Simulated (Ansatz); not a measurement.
**Co (hcp): exchange couplings and spin waves**

Aim: map the magnet Co (hcp) on a Heisenberg model by the force theorem, and read spin waves, ordering temperature and anisotropy. Whether the element takes this structure at low temperature is a separate question.

Program: Ansatz 0.2.0. Level of theory: DFT LDA, scalar-relativistic, plane waves, PAW. These are calculated values, not measurements.

1 further run of the same task is left out (set aside as unsound or not needed).

### 1 The structure to begin with

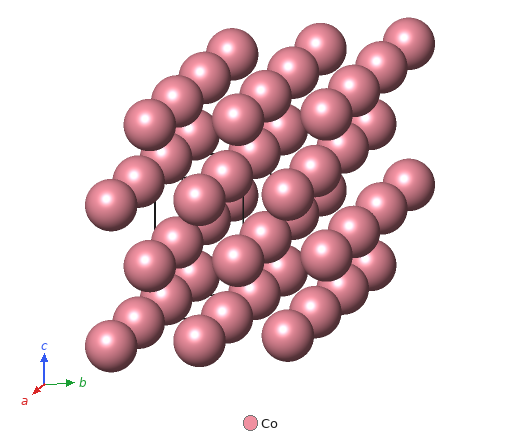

The starting structure, seen slightly off an axis (cobalt pink). 4×3×2 cells are drawn.

Structure file:

```xyz
2
Lattice="2.5100 0.0000 0.0000 -1.2550 2.1737 0.0000 0.0000 0.0000 4.0712" Properties=species:S:1:pos:R:3 pbc="T T T"
Co    0.0000    1.4491    3.0534
Co    1.2550    0.7246    1.0178
```

The cell is the measured one, not relaxed. At LDA, an earlier run found -22.47 GPa for this cell of 11.106 Å³/atom (16×16×8 mesh), no gap, moments in the atoms' spheres Co 1.63 μB. The cell is stretched at this level.

### 2 Exchange couplings, spin waves and anisotropy by the force theorem

input.yaml reads:

```yaml
crystal:
  lattice:
    - [2.5100012721, 0.0, 0.0]
    - [-1.255000636, 2.1737248651, 0.0]
    - [0.0, 0.0, 4.0712220633]
  atoms:
    - { symbol: Co, position: [0.3333333333, 0.6666666667, 0.75], spin: 1.79 }
    - { symbol: Co, position: [0.6666666667, 0.3333333333, 0.25], spin: 1.79 }
basis:
  ecutwfc: 420
  ecutrho_ratio: 4
kpoints:
  mp_grid: { grid: [14, 14, 8] }
  band_path:
    path:
      - [[0.0, 0.0, 0.0], [0.5, 0.0, 0.0], [0.33333333, 0.33333333, 0.0], [0.0, 0.0, 0.0], [0.0, 0.0, 0.5], [0.5, 0.0, 0.5], [0.33333333, 0.33333333, 0.5], [0.0, 0.0, 0.5]]
      - [[0.5, 0.0, 0.5], [0.5, 0.0, 0.0]]
      - [[0.33333333, 0.33333333, 0.5], [0.33333333, 0.33333333, 0.0]]
    npoints: 6
hamiltonian:
  xc: lda
scf:
  occupations: { method: gaussian, width: 0.05 }
  lower_state_search: "off"
output:
  forces: true
  stress: true
  eigenvalues: true
  populations: true
  eigenstates:
    nscf_kmesh: { grid: [14, 14, 8] }
    top_band: c38
    exchange_couplings: { magnetic: [{ site: 0 }, { site: 1 }] }
    magnetocrystalline_anisotropy: {}
magnetization:
  spin_polarized: true
checkpoint:
  read: start.run
  write: ck
  compress: false
  write_wavefunctions: false
  write_every: 100000
```

start.run is the folder with the converged state of an earlier run on this cell.

Run with:

```console
> ansatz run input.yaml --threads 4 --pin off --max-ram 9216MiB --backend cpu --events-out ev --progress --plain --runs-dir out
```

The log of the run:

```text
Warning: checkpoint.read: spin seed differs: saved adfd0a2c6e31…, current 611889252bb9…; the loaded state replaces the seed-built initial guess (but the starting_ns of a DFT+U solve that opens without the state's occupation matrices), so the run may converge into the producing seed's basin, or, where the symmetry group that follows from this deck's starting moments and starting_ns does not hold the saved magnetisation, lose that magnetisation at its first build. Where atoms have moved since the state was saved, this difference can also decide whether moments are moved with them. A self-consistent run of this deck without the state starts from its starting moments and, under a DFT+U term, its starting_ns
Warning: RAYON_NUM_THREADS=4 ignored (pool sized by the plan → 4); use --threads N
Engine: ansatz 0.2.0, aarch64-unknown-linux-gnu
Pseudopotentials: kind: paw
Pseudopotential: Co, paw, valence charge 17, recommended cutoff 420 eV (normal), Co.paw.azcp
Functional definition: SPW92
  exchange = slater_x
  correlation = pw_c
Crystal: 2 atoms, lattice volume = 22.213 Å³
Basis set: ecut = 420 eV, 415 PW (Γ)
Bands: 23, of which v1, the nominal top of the filled ones, is band 17 counted from 1 (16 counted from 0)
Symmetry: 24 space group operations
Space group: P63/mmc (ITA 194), of the structure as read, at distance tolerance 2.8e-5 Å
Magnetic group: BNS 194.263 (UNI 1493), of the structure as read, at distance tolerance 2.8e-5 Å
k-points: 120 of 1568
Non-local potential: Co, projectors of the file, l = 0: 3, l = 1: 2, l = 2: 3, l = 3: 1
PAW form: soft (Blöchl's): semilocal exchange-correlation on the pseudo side does not see the compensation charge
PAW frozen core: Co, regenerated for the run's functional, and the local potential with it (the file was generated under x = pbe(κ = 0.804, μ = 0.2195149727645171), c = pbe(β = 0.06672455060314922))
PAW one-centre angular grid: Co, 590 points (default); XC on 64 Gauss nodes
Initial density: read from a saved state, or passed on in memory by an earlier SCF of this step, an earlier step, the calling program or the single point that the run made first
Stability of the state it starts from, as read at its close in the collinear treatment: not read negative (Ritz values of 1 − χ₀K, real part plus size of imaginary part, from 0.81 to 0.96, by its mixing steps under the symmetry group of the SCF that read it); its run was given moments
Starting moments: Σ|m| = 3.58 μB on 2 of 2 sites; this step starts from the density that it was given
Initial wavefunctions: pseudopotential atomic-orbital guess
Functional: x = slater, c = lda
iter 1 solved again at ethr=3.27e-8 eV; its pass at ethr=3.10e-3 eV (dr2=1.11e-5 eV) is discarded
SCF iter   1: F=—  HF=-10125.364371 eV  |F-HF|=—  |Δ(HF+E_count)|=         —  Δρ=2.04e-3 (↑1.98e-3 ↓2.04e-3)  dr2=1.08e-5  dr2_m=8.08e-4  M=3.116 μB ∫|m|=3.361 μB  β_m=0.30  ethr=3.27e-8  ⟨swp⟩=3.0  Hψ=37535  notcnv=0
preconditioner: auto → none  [metal: Δε(μ)=0.009 eV  Ē_g=9.296 eV  σ=0.050 eV  W_gap=0.11  n_scr=8 (ndim 8)  ℏωp=33.4 eV  f_vac=0.000  D(μ)=2.17/eV (n_scr^D=22)]
SCF iter   2: F=—  HF=-10125.364413 eV  |F-HF|=—  |Δ(HF+E_count)|=   4.20e-5  Δρ=1.68e-3 (↑1.67e-3 ↓1.68e-3)  dr2=4.30e-6  dr2_m=5.66e-4  M=3.113 μB ∫|m|=3.357 μB  β_m=0.44  ethr=3.18e-8  ⟨swp⟩=1.7  Hψ=6495  notcnv=0
SCF iter   3: F=—  HF=-10125.364507 eV  |F-HF|=—  |Δ(HF+E_count)|=   9.39e-5  Δρ=6.88e-4 (↑4.61e-4 ↓6.88e-4)  dr2=7.27e-6  dr2_m=6.68e-5  M=3.102 μB ∫|m|=3.346 μB  β_m=0.62  ethr=1.26e-8  ⟨swp⟩=2.0  Hψ=8764  notcnv=0
SCF iter   4: F=—  HF=-10125.364525 eV  |F-HF|=—  |Δ(HF+E_count)|=   1.80e-5  Δρ=2.81e-4 (↑2.81e-4 ↓2.71e-4)  dr2=3.53e-5  dr2_m=2.66e-7  M=3.098 μB ∫|m|=3.341 μB  β_m=0.45  ethr=1.26e-8  ⟨swp⟩=2.0  Hψ=9645  notcnv=0
SCF iter   5: F=—  HF=-10125.364517 eV  |F-HF|=—  |Δ(HF+E_count)|=   7.46e-6  Δρ=3.79e-5 (↑3.79e-5 ↓3.49e-5)  dr2=1.30e-7  dr2_m=1.56e-7  M=3.097 μB ∫|m|=3.340 μB  β_m=0.65  ethr=1.26e-8  ⟨swp⟩=2.0  Hψ=9653  notcnv=0
SCF iter   6: F=-10125.364518 eV  HF=-10125.364518 eV  |F-HF|=6.93e-9  |Δ(HF+E_count)|=   6.19e-8  Δρ=8.43e-6 (↑7.42e-6 ↓8.43e-6)  dr2=4.69e-10  dr2_m=1.27e-8  M=3.097 μB ∫|m|=3.340 μB  ethr=2.94e-10  ⟨swp⟩=4.4  Hψ=18877  notcnv=0
SCF 1 converged in 6 iterations: F = -10125.364518 eV  dr2 = 4.69e-10
NSCF: frozen V_eff on 57 k-points
NSCF: frozen V_eff on 120 k-points
Magnetocrystalline anisotropy: 0 of 120 k-points coupled
Magnetocrystalline anisotropy: 64 of 120 k-points coupled
Magnetocrystalline anisotropy: 120 of 120 k-points coupled
Exchange couplings: 0 of 2 parts done
Exchange couplings: 1 of 2 parts done
Exchange couplings: 0 of 9 parts done
Exchange couplings: 1 of 9 parts done
Exchange couplings: 2 of 9 parts done
Exchange couplings: 3 of 9 parts done
Exchange couplings: 4 of 9 parts done
Exchange couplings: 5 of 9 parts done
Exchange couplings: 6 of 9 parts done
Exchange couplings: 7 of 9 parts done
Exchange couplings: 8 of 9 parts done
SCF converged after 6 iterations
Magnetization: 3.0974 μB (18.5487 up, 15.4513 down)
Absolute magnetization: 3.3412 μB (∫|ρ↑−ρ↓|, with the PAW one-centre terms)
Spin contamination: 0.0399 ħ² per cell (⟨S²⟩ above its minimum at these occupations)
Per-site moments (μB) at R_I (Å): [(1.6050531804721173, 1.030734058998034), (1.6050531804721175, 1.030734058998034)]
Free energy (F): -10125.364518 eV
Harris-Foulkes:  -10125.364518 eV  (|F-HF|=6.93e-9)
Internal energy: -10125.361907 eV  (E = F + TS)
E sigma→0 (E₀):  -10125.363212 eV
Entropy (-TS):   -0.002611 eV (-1.305 meV/atom)
Fermi energy:    17.723769 eV
--- Per-component energies (eV) ---
  E_band       = -510.374571
  E_kinetic    = 906.106498
  E_local      = -5740.420327  (includes V_loc(G=0)·N_el)
  E_nonlocal   = 918.485035
  E_hartree    = 2395.191464
  E_xc         = -314.430344
  E_vxc        = -408.181707  (∫ρ·V_xc dr)
  E_paw        = -2904.173706  (= ΣΔE_a)
  E_vpaw       = -976.746689  (= ΣTr[D̂ρ^β])
  E_aug_tail   = 0.000062  (compensation charges beyond the density's cutoff)
  E_ewald      = -5386.957091
  E_core_change = 0.836501  (= ΣΔE_core)
  E_smearing   = -0.002611  (= −TS)
  E_closure    = -0.000000  (closes the sum)
  Σ components = -10125.364518   (vs F -10125.364518, Δ=0.00e0)
--- Forces (eV/Å), atoms counted from 1 ---
  atom   1  Co     0.00000000    -0.00000000     0.00000000
  atom   2  Co    -0.00000000     0.00000000    -0.00000000
  max |Σ_I F_I| component: 9.25e-18 eV/Å
--- Stress (GPa, compression-positive) ---
      -22.431090       0.000000      -0.000000
        0.000000     -22.431090      -0.000000
       -0.000000      -0.000000     -23.528368
  P = ⅓ Tr σ = -22.7968 GPa (-227.968 kbar)
--- Band table (eV; the first three rows and the last of 240) ---
  k-point 0 ↑: bands = ["-77.4091", "-77.3564", "-41.2002", "-40.9332", "-40.9332", "-40.8895", "-40.8883", "-40.8883", "8.8194", "12.6893", "15.2240", "15.2653", "15.2653", "15.5704", "15.5704", "15.9293", "15.9293", "17.0102", "17.0102", "17.5210", "23.8158", "39.3557", "41.4528"]
  k-point 1 ↑: bands = ["-77.4071", "-77.3584", "-41.1885", "-40.9315", "-40.9315", "-40.9015", "-40.8900", "-40.8900", "8.9739", "12.6473", "15.1839", "15.2256", "15.2256", "15.5292", "15.5292", "16.0236", "16.0236", "16.9333", "17.0014", "17.0014", "24.7188", "39.3017", "41.2029"]
  k-point 2 ↑: bands = ["-77.4015", "-77.3642", "-41.1553", "-40.9356", "-40.9267", "-40.9267", "-40.8949", "-40.8949", "9.4272", "12.4439", "15.0782", "15.1668", "15.1668", "15.4247", "15.4247", "15.8681", "16.2371", "16.2371", "16.9613", "16.9613", "26.7979", "38.1724", "39.6268"]
  k-point 119 ↓: bands = ["-75.4515", "-75.4515", "-39.3155", "-39.3155", "-39.2385", "-39.2385", "-39.1054", "-39.1054", "14.9602", "14.9602", "15.4837", "15.4837", "16.0301", "16.0301", "17.5206", "17.5206", "18.7552", "18.7552", "23.5350", "23.5350", "25.8715", "25.8715", "27.9479"]
--- Löwdin populations: 2 sites ---
  site symbol       q [e]    m [muB]
     0     Co     16.7861     1.6012
     1     Co     16.7861     1.6012
  spilling = 0.012583 (of n_electrons = 34.000000)
```

Wall time 3 min (4 threads of Arm Neoverse V2, shared host); peak memory 1 GiB.

Result: volume 11.106 Å³/atom, pressure -22.80 GPa, metallic, moments in the atoms' spheres Co 1.61 μB.

The couplings, shell by shell. The energy is minus the sum of J e_i·e_j over ordered pairs of unit vectors, so each pair counts twice and positive J favours parallel moments:

```tsv
atom	partner	distance (Å)	neighbours	J (meV)
Co1	Co2	2.50	6	18.128
Co1	Co1	2.51	6	14.800
Co2	Co2	2.51	6	14.800
Co1	Co2	3.54	6	2.495
Co1	Co1	4.07	2	4.807
Co2	Co2	4.07	2	4.807
Co1	Co2	4.34	12	1.128
Co1	Co1	4.35	6	1.525
Co2	Co2	4.35	6	1.525
Co1	Co1	4.78	12	-1.364
Co2	Co2	4.78	12	-1.364
Co1	Co1	5.02	6	-2.563
Co2	Co2	5.02	6	-2.563
Co1	Co2	5.61	12	0.093
```

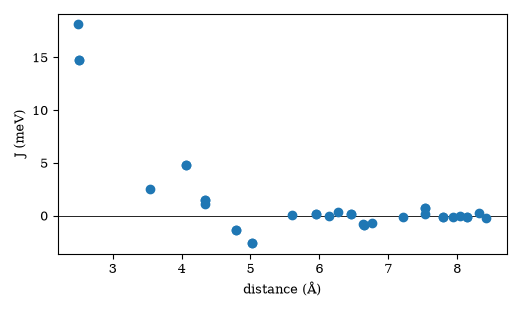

Exchange coupling against distance.

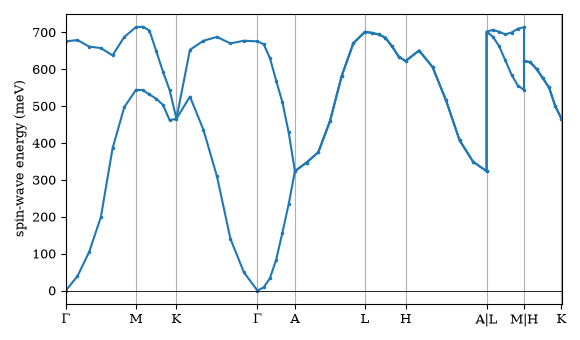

Adiabatic spin waves along the path; negative energies mark an unstable state.

Anisotropy by the force theorem, counted from the first direction:

```tsv
direction	energy (meV/cell)	spread over meshes (meV/cell)
(0.00, 0.00, 1.00)	0.0000	0.000
(1.00, 0.00, 0.00)	-0.0216	0.249
(0.87, 0.50, 0.00)	-0.0216	0.248
(0.71, 0.00, 0.71)	-0.0120	0.124
```

### 3 Outcome

| quantity | value |
| --- | --- |
| strongest shell | Co–Co at 2.50 Å, J = 18.128 meV × 6 |
| highest spin wave on the path | 715.3 meV |
| mean-field ordering temperature | 1625 K at q = (0.00, 0.00, 0.00) |
| ordering temperature, random-phase (Tyablikov) | 1157 K |
| anisotropy | not resolved |

What this shows: The shell that weighs most is Co–Co at 2.50 Å and favours parallel moments. No spin-wave energy is negative on the path. For classical moments, mean-field theory puts the ordering at 1625 K and the random-phase form, which counts the spin waves, at 1157 K. The couplings belong to the order typed, which need not be the compound's real one. The anisotropy, 0.0216 meV per cell, is smaller than its spread over meshes, so no easy axis is named.
